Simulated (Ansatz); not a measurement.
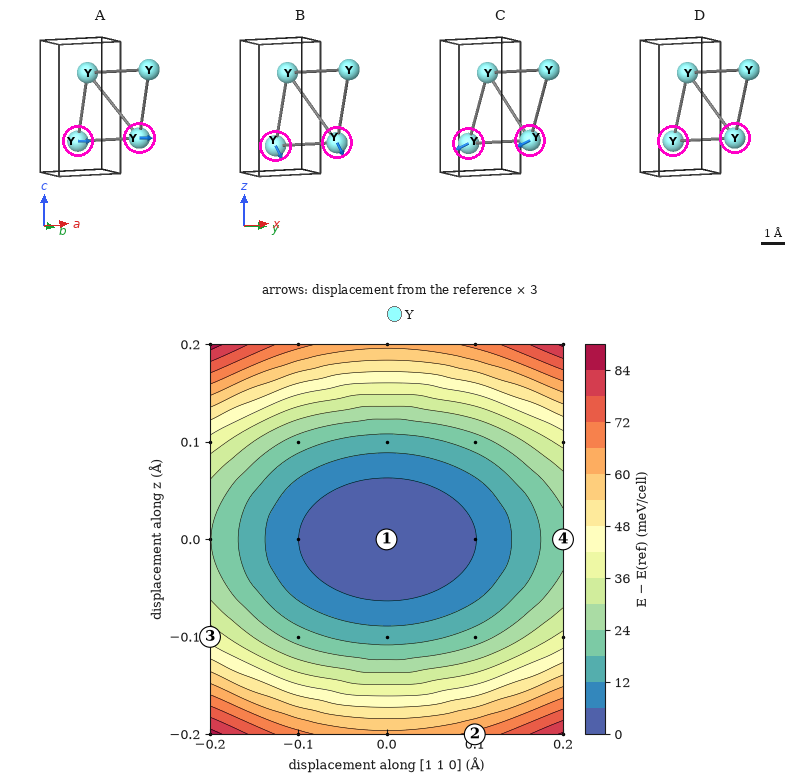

Solid Y (P6_3/mmc): a Y atom (one in each cell of 2 atoms) is moved over the plane of the Cartesian directions [1 1 0] and z, all else fixed. The map is interpolated between the computed points (dots). The frames are shuffled; each belongs to one numbered point. The picture is a ball-and-stick view of the cell of the calculation, repeated 2 × 1 × 1 with one cell outlined, seen nearly along the normal of the scanned plane. The ringed atoms are those of the scanned coordinates. Blue arrows: displacements from the reference.

Computed with Ansatz, DFT PBEsol, scalar-relativistic, plane waves, PAW. Settings: plane-wave cutoff 420 eV; k-point mesh 18 × 18 × 8; occupations gaussian; smearing width 0.15 eV; no spin polarisation. Energies (free energies at the smearing named) are counted from the cell as listed in its source, which wasn't relaxed.

### Which frame belongs to which numbered point?

Point 1 is frame D, at (0.00, 0.00) and 0.0 meV/cell; 2 is frame B, at (0.10, −0.20) and 67.8 meV/cell; 3 is frame C, at (−0.20, −0.10) and 39.6 meV/cell; 4 is frame A, at (0.20, 0.00) and 22.4 meV/cell. In pairs of (displacement along [1 1 0] (Å); displacement along z (Å)): the lowest computed point lies at (0.00, 0.00) (0.0 meV/cell), the highest at (−0.20, −0.20), (−0.20, 0.20) (86.7 meV/cell).  Over the ranges scanned the energy rises more along the second axis, the displacement along z.
